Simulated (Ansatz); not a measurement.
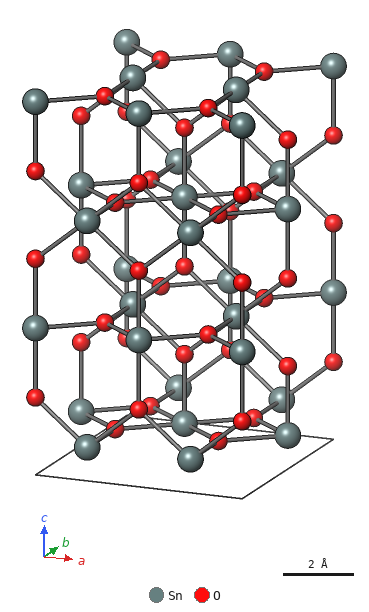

The starting point is a (1 1 0) slab of SnO2 as cut from the relaxed bulk. The picture is a ball-and-stick view of the 2 × 1 repeat of the cell, outlined in the plane, without the vacuum, seen slightly off an axis.

The calculation used DFT PBEsol, scalar-relativistic, plane waves, PAW (Ansatz 0.2.0). Set-up: plane-wave cutoff 420 eV; occupations gaussian; no spin polarisation. The k-mesh is chosen for each cell (6×6×8, 8×4×1). Smearing widths differ between the runs.

Change: The atoms of the slab are relaxed at the bulk's in-plane cell.

The input:
```yaml
crystal:
  lattice:
    - [3.2120684225, 0.0, 0.0]
    - [0.0, 6.7443405568, 0.0]
    - [0.0, 0.0, 25.1165108352]
  atoms:
    - { symbol: Sn, position: [0.0, 0.5, 0.2986083556] }
    - { symbol: Sn, position: [0.5, 0.0, 0.2986083556] }
    - { symbol: O, position: [0.5, 0.306276504, 0.2986083556] }
    - { symbol: O, position: [0.5, 0.693723496, 0.2986083556] }
    - { symbol: O, position: [0.0, 0.0, 0.3506274135] }
    - { symbol: O, position: [0.0, 0.5, 0.380850394] }
    - { symbol: Sn, position: [0.0, 0.0, 0.4328694519] }
    - { symbol: Sn, position: [0.5, 0.5, 0.4328694519] }
    - { symbol: O, position: [0.5, 0.806276504, 0.4328694519] }
    - { symbol: O, position: [0.5, 0.193723496, 0.4328694519] }
    - { symbol: O, position: [0.0, 0.5, 0.4848885098] }
    - { symbol: O, position: [0.0, 0.0, 0.5151114902] }
    - { symbol: Sn, position: [0.0, 0.5, 0.5671305481] }
    - { symbol: Sn, position: [0.5, 0.0, 0.5671305481] }
    - { symbol: O, position: [0.5, 0.306276504, 0.5671305481] }
    - { symbol: O, position: [0.5, 0.693723496, 0.5671305481] }
    - { symbol: O, position: [0.0, 0.0, 0.619149606] }
    - { symbol: O, position: [0.0, 0.5, 0.6493725865] }
    - { symbol: Sn, position: [0.0, 0.0, 0.7013916444] }
    - { symbol: Sn, position: [0.5, 0.5, 0.7013916444] }
    - { symbol: O, position: [0.5, 0.806276504, 0.7013916444] }
    - { symbol: O, position: [0.5, 0.193723496, 0.7013916444] }
basis:
  ecutwfc: 420
kpoints:
  mp_grid: { grid: [8, 4, 1] }
hamiltonian:
  xc: pbesol
scf:
  occupations: { method: gaussian, width: 0.05 }
output:
  forces: true
  eigenvalues: true
  write_density: true
  write_potential: true
  elf: true
  volumetric_format: npy
relax:
  adjacent_minimum: "off"
  f_tol: 0.02
  max_steps: 60
efield:
  axis: 3
  dipole_correction: true
  ramp_width: 0.04
```

Command:
```bash
ansatz run input.yaml --threads 2 --pin off --max-ram 5120MiB --backend cpu --events-out ev --progress --plain --runs-dir out
```

Predict the response.

The slab isn't stoichiometric; relaxing it gains 0.352 J/m². The top spacing, between the Sn2O2 and O planes, goes from 1.31 to 1.18 Å (−9.6 %), the bottom one (Sn2O2 to O) from 1.31 to 1.18 Å (−9.6 %). The top plane rumples by 0.55 Å. The lattice vectors keep their values. The largest moves relative to the layer's centre, 0.31 Å, are those of Sn2 and Sn20. Sn20 goes along the normal (+c). Largest moves by element: Sn 0.31 Å, O 0.19 Å. Near-neighbour distances before and after: O–Sn 2.069 → 1.987 to 2.153 Å.

The changed structure in the same view:

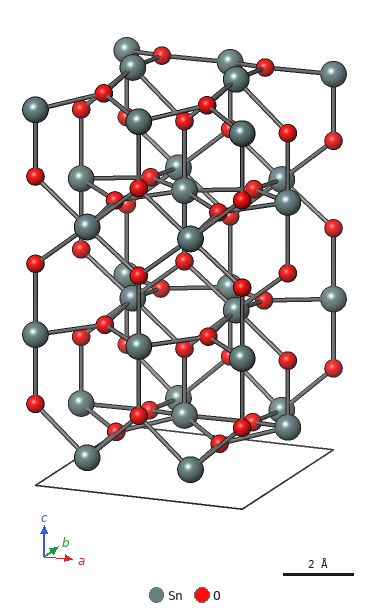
